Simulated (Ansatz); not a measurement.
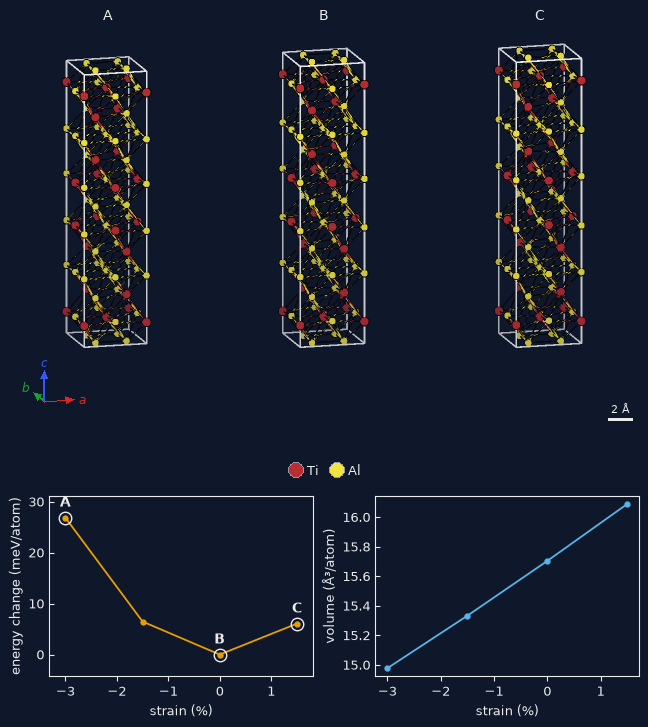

Members of a series of calculations on solid TiAl₂ (set up in I4_1/amd), marked on the first curve. The picture is a ball-and-stick view of the conventional cell (4 times the calculation's cell), seen slightly off an axis. Lengths and directions refer to the drawn axes.

These are results of DFT r2SCAN, scalar-relativistic, plane waves, PAW in Ansatz, not measurements. Set-up: plane-wave cutoff 500 eV; k-point mesh 12 × 12 × 12; occupations gaussian; smearing width 0.1 eV; no spin polarisation.

Q: Which kind of strain is it, and how does the structure respond?

A: Biaxial strain in the a–b plane, c and atoms relaxed. A (strain −3.0 %): energy change 26.9 meV/atom, volume 14.98 Å³ per atom. B (strain 0.0 %): energy change 0.0 meV/atom, volume 15.70 Å³ per atom. C (strain 1.5 %): energy change 6.1 meV/atom, volume 16.09 Å³ per atom. The rest compares A with C. Cell: a 5.419 → 5.670 Å (+4.6 %), b 5.663 → 5.556 Å (−1.9 %), c 23.429 → 24.516 Å (+4.6 %). Volume +7.4 %. Near-neighbour distances before and after: Al–Ti 2.715 → 2.843 Å, Al–Al 2.709 → 2.835 Å, Ti–Ti 2.938 → 3.047 Å.
